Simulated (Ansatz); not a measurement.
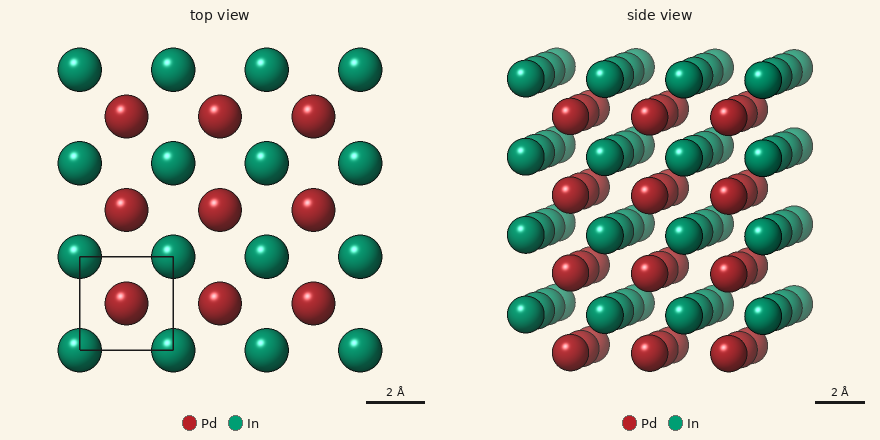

InPd(100) (Pm-3m bulk, the cell from a database of computed structures, not from a measurement, 8 atomic planes (those closer than 0.6 Å count as one), 11 Å, In-terminated), seen from above and from the side.

All numbers here come from Ansatz 0.2.0, DFT PBEsol, scalar-relativistic, plane waves, PAW. Cutoff 420 eV, 15 × 15 k-points, Gaussian smearing 0.1 eV, dipole correction. The slab is a cut without reconstruction beyond its cell, at the source's lattice constants, with its lower half held fixed and the rest relaxed. No spin polarisation. Spin–orbit coupling is left out; with In it can shift levels and gaps. The run couldn't confirm all of its levels under its output density. The run warns that the functional's potential is rough in the thin density of the vacuum, where the tip is; weak contrasts and barriers may feel it. On this mesh the free atoms still feel up to 0.20 eV/Å.

The STM signal is simulated in the Tersoff–Hamann approximation. Bias windows are sharp sums over the levels of the k mesh.

```yaml
crystal:
  lattice:
    - [3.27188, 0.00000, 0.00000]
    - [0.00000, 3.27188, 0.00000]
    - [0.00000, 0.00000, 31.45160]
  atoms:
    - { symbol: Pd, position: [0.50000, 0.50000, 0.31795] }
    - { symbol: In, position: [0.00000, 0.00000, 0.36996] }
    - { symbol: Pd, position: [0.50000, 0.50000, 0.42198] }
    - { symbol: In, position: [0.00000, 0.00000, 0.47399] }
    - { symbol: Pd, position: [0.50000, 0.50000, 0.52363] }
    - { symbol: In, position: [0.00000, 0.00000, 0.57603] }
    - { symbol: Pd, position: [0.50000, 0.50000, 0.62636] }
    - { symbol: In, position: [0.00000, 0.00000, 0.67802] }
```

The last single point, restarted from the relaxation's density, took 2.3 min on 1 thread of Arm Neoverse V2, with other jobs on the host, peak memory 0.89 GiB.

Describe the constant-current image at a set point of 6.8 × 10⁻⁶ e/Å³ at a sample bias of −2.00 V.

Answer. The brightest spots lie over the top In atoms; the darkest points are over the sites above the Pd atoms 1.6 Å below the top plane. The corrugation is 11 pm at a mean tip height of 5.0 Å.

What does a constant-current image at a set point of 1.1 × 10⁻⁴ e/Å³ show at +0.50 V?

Answer. The brightest spots lie over the top In atoms; the darkest points are over the sites above the Pd atoms 1.6 Å below the top plane. The corrugation is 40 pm at a mean tip height of 3.5 Å.

The computed images, with the atoms seen from above drawn over one corner (deeper ones smaller):

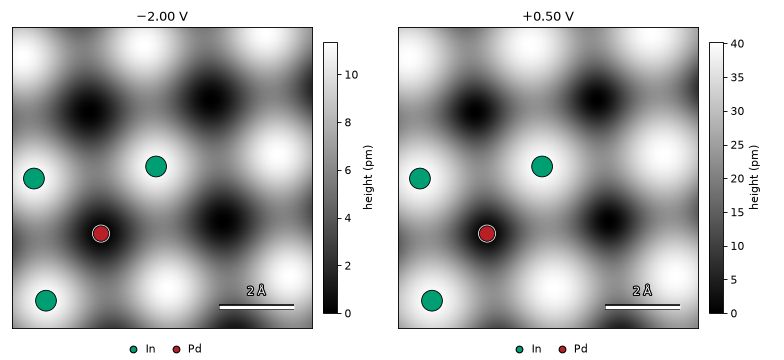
